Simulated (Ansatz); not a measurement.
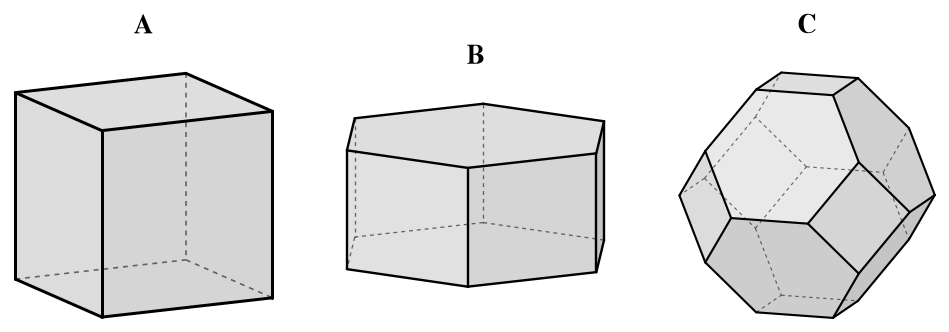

First Brillouin zones computed for the structures below (computed or model cells, partly hypothetical), each scaled to its frame and seen from the same direction (third Cartesian axis up).

Match each zone to its crystal.
1. Ni, Pm-3m, No. 221, a = 2.29 Å, b = 2.29 Å, c = 2.29 Å, α = 90.00°, β = 90.00°, γ = 90.00°
2. Mo, P6₃/mmc (No. 194), a = 2.77 Å, b = 2.77 Å, c = 4.92 Å, α = 90.00°, β = 90.00°, γ = 120.00°
3. W, Fd-3m (No. 227, origin choice 1), a = 5.91 Å, b = 5.91 Å, c = 5.91 Å, α = 90.00°, β = 90.00°, γ = 90.00°

Answer. A is 1 (simple cubic, a parallelepiped); B is 2 (primitive hexagonal, a hexagonal prism); C is 3 (face-centred cubic, a truncated octahedron).
